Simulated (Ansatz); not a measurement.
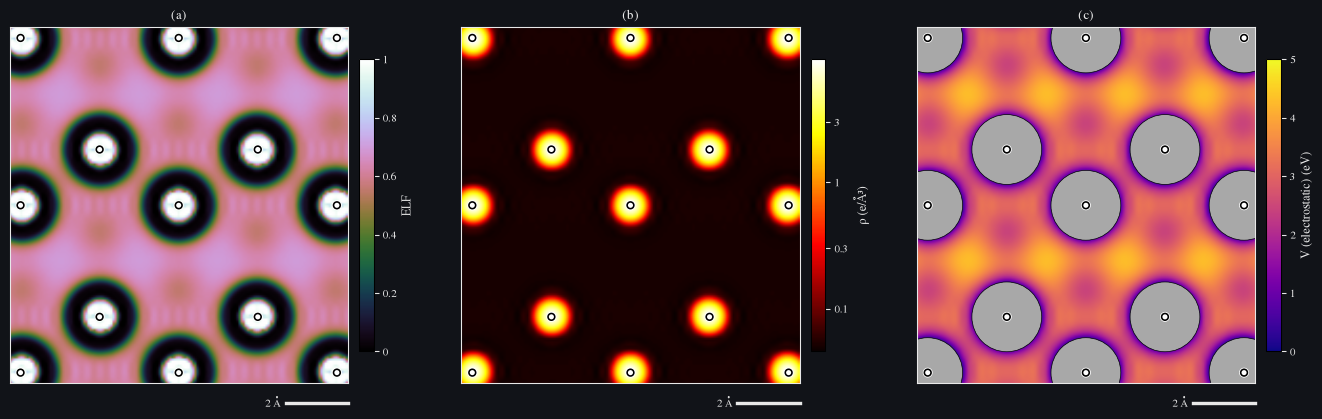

*Li. (a) electron localisation function; (b) valence charge density (pseudo); (c) electrostatic potential (local pseudopotential plus Hartree) felt by an electron on the (110) plane of the conventional cell. Circles mark the nuclei in the plane (Li). Grey discs cover the atomic cores in the potential map.*

Space group P6₃/mmc.

Computed with DFT r2SCAN, scalar-relativistic, plane waves, PAW (Ansatz).

Input file:

```
crystal:
  lattice:
    - [3.1110021516, 0.0, 0.0]
    - [-1.5555010758, 2.6942068945, 0.0]
    - [0.0, 0.0, 5.093]
  atoms:
    - { symbol: Li, position: [0.3333333333, 0.6666666667, 0.25] }
    - { symbol: Li, position: [0.6666666667, 0.3333333333, 0.75] }
basis:
  ecutwfc: 500
kpoints:
  mp_grid: { grid: [18, 18, 10] }
hamiltonian:
  xc: r2scan
scf:
  occupations: { method: gaussian, width: 0.15 }
output:
  forces: true
  stress: true
  eigenvalues: true
  write_density: true
  write_potential: true
  elf: true
  volumetric_format: npy
```

Launched as:

```sh
ansatz run input.yaml --threads 1 --pin off --max-ram 2560MiB --backend cpu --events-out ev --progress --plain --runs-dir out
```

Below, planes, directions and counts refer to the conventional cell (a = 3.11 Å, b = 3.11 Å, c = 5.09 Å, α = 90.00°, β = 90.00°, γ = 120.00°).

> What does the map show?

- Atoms in the plane: Li.
- Li–Li (3.12 Å): ρ is about 0.05 e/Å³ halfway; the ELF reaches about 0.55 near the midpoint.
- Between the atoms the lowest density in this plane is 0.05 e/Å³.
- The features right at Li lie inside the PAW spheres, where the map follows smoothed inner orbitals and isn't to be read closely.
- Outside the cores the potential energy rises away from the atoms and is highest about 2.2 Å from the nearest atoms; its zero is arbitrary.

> Does the calculation make it a metal, or give it a gap?

It is gapless in this calculation (a metal or semimetal).
